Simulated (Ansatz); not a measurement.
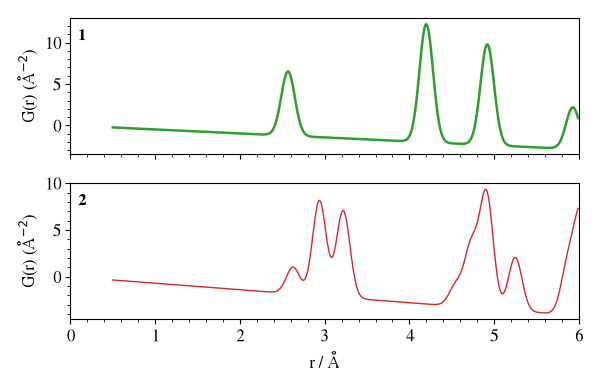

Simulated neutron pair distribution function, G(r) = R(r)/r − 4πρ₀r, summed over the atomic distances of the structure with each pair weighted by the product of the tabulated coherent neutron scattering lengths (natural isotope mix where the element has one); every distance is a Gaussian of σ = 0.08 Å.

Candidate structures:

A. 
Space group Fd-3m:1 (No. 227). a = 5.934 Å, b = 5.934 Å, c = 5.934 Å, α = 90.00°, β = 90.00°, γ = 90.00°
```json
{"atom": "Ta", "site": "8b", "symmetry": "-43m", "x": "0.2500", "y": "0.2500", "z": "0.7500"}
```

B. 
```
CELL_PARAMETERS angstrom
5.25150 0.00000 0.00000
0.00000 5.25150 0.00000
0.00000 0.00000 5.25150
ATOMIC_POSITIONS crystal
Ta 0.00000 0.00000 0.00000
Ta 0.50000 0.50000 0.50000
Ta 0.25000 0.00000 0.50000
Ta 0.75000 0.00000 0.50000
Ta 0.50000 0.25000 0.00000
Ta 0.50000 0.75000 0.00000
Ta 0.00000 0.50000 0.25000
Ta 0.00000 0.50000 0.75000
```

Origins: A, the geometry relaxed with DFT, LDA (PW92), plane waves (420 eV) with PAW, scalar-relativistic in Ansatz; the starting structure was generated, so it need not be a known form of this composition; B, coordinates from a relaxation with Ansatz 0.2.0, DFT, PBEsol, plane waves (420 eV) with PAW, scalar-relativistic; the starting structure was generated, so it need not be a known form of this composition.

Q: Match each curve to its structure.

A: curve 1 is A (Ta, first clear peaks at 2.57 Å (Ta–Ta) and 4.20 Å (Ta–Ta)); curve 2 is B (Ta, first clear peaks at 2.63 Å (Ta–Ta) and 2.94 Å (Ta–Ta)).
